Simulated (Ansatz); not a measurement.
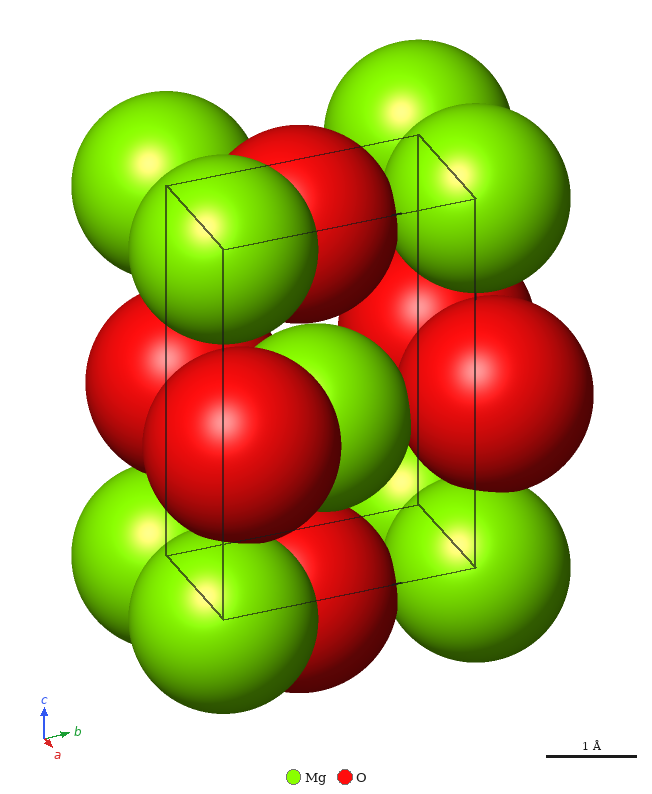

Structure drawing (space-filling), viewed slightly off an axis. The edges of the unit cell are marked.

MgO, a = 3.30 Å, b = 3.60 Å, c = 4.23 Å, α = 88.64°, β = 90.00°, γ = 117.27°.

All computed values are from Ansatz, DFT PBE, scalar-relativistic, plane waves, PAW. Settings: wavefunction cutoff 420 eV, k-points on a 9×9×6 grid, Gaussian smearing of 0.02 eV, no spin polarisation.

Q: What is the electronic character?

A: An insulator at this level, with a gap of 3.06 eV on the k-mesh (the true edges may lie between mesh points, so the gap can be somewhat smaller).

Q: What is the pressure at this volume?

A: The computed pressure is 4.0 GPa (compressed: it would expand). The stress isn't hydrostatic: its largest component is 7.1 GPa.

Its origin is a structure listed in the Materials Project. The cell was then strained or its atoms displaced on purpose. It was run through Ansatz as a DFT input.

At this level of theory the cell isn't at rest (forces up to 2.2 eV/Å), so its distances can differ from those at equilibrium, the more so the softer the solid.
